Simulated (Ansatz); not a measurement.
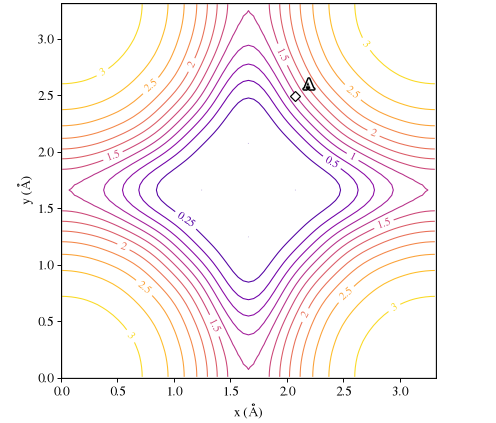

N on a Ta(100) slab cut from the Im-3m phase, its upper half relaxed before the scan (16 atoms of substrate and one adsorbate in a 2 × 2 cell). 
- N is moved over the surface cell; relaxed at each place: the height of the adsorbate's atoms; substrate rigid; the origin of the map has the adsorbate above Ta13.
- Places are given modulo a cell vector. The map is drawn in real space over the plane of the surface.
- Grid: 8 × 8 points; 15 points were computed and 49 follow by symmetry.
- Places are given in fractions of the 1 × 1 surface cell.
- All energies are given in eV relative to the lowest grid point.
- Level of theory: Ansatz, DFT PBE, scalar-relativistic, plane waves, PAW. Settings: cutoff 420 eV, k-mesh 4×4×1, gaussian smearing 0.1 eV, no spin polarisation.

In the figure: contour lines labelled in eV, the outline of one cell of the plane, the point A. Between grid points the surface is interpolated.

Q: Which way does the force act at A, and how strong is it?

A: A, at (5/8, 6/8) of the cell vectors, is not a stationary point. The computed force is 4 eV/Å in the plane, pointing down and left in the picture (components −3.3 and −2.3 eV/Å).

PAW datasets: the set soft_1.
